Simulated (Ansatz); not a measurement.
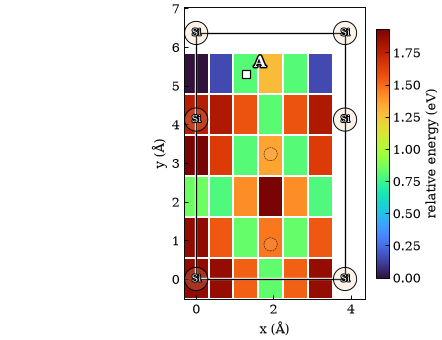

C on a Si(100) slab cut from the P6_3/mmc phase, its upper half relaxed before the scan (16 atoms of substrate and one adsorbate in a 2 × 1 cell). C is moved over the surface cell; relaxed at each place: the height of the adsorbate's atoms; substrate rigid; the origin of the map has the adsorbate above Si13. Places are given modulo a cell vector. The map is drawn in real space over the plane of the surface. Grid: 6 × 6 points; 24 points were computed and 12 follow by symmetry. Places are given in fractions of the 1 × 1 surface cell. All energies are given in eV relative to the lowest grid point. Energies and slopes of some neighbouring points disagree (a jump in structure or state, or too coarse a mesh). At some places the adsorbate sinks to or below the level of the top layer. The magnetic moment jumps between some neighbouring points. The calculation used Ansatz 0.2.0, DFT PBE, scalar-relativistic, plane waves, PAW. Settings: cutoff 420 eV, k-mesh 4×4×1, gaussian smearing 0.05 eV, spin-polarised.

In the figure: one coloured cell a grid point, labelled circles for the atoms of the top layer and small ones for the second layer, the outline of one cell of the plane, the point A.

### Is A at rest? If not, where is it pushed?

A, at (2/6, 5/6) of the cell vectors, is not a stationary point. The computed force is 2 eV/Å in the plane, pointing left in the picture (components −2.0 and −0.4 eV/Å).

PAW datasets: the set soft_1.
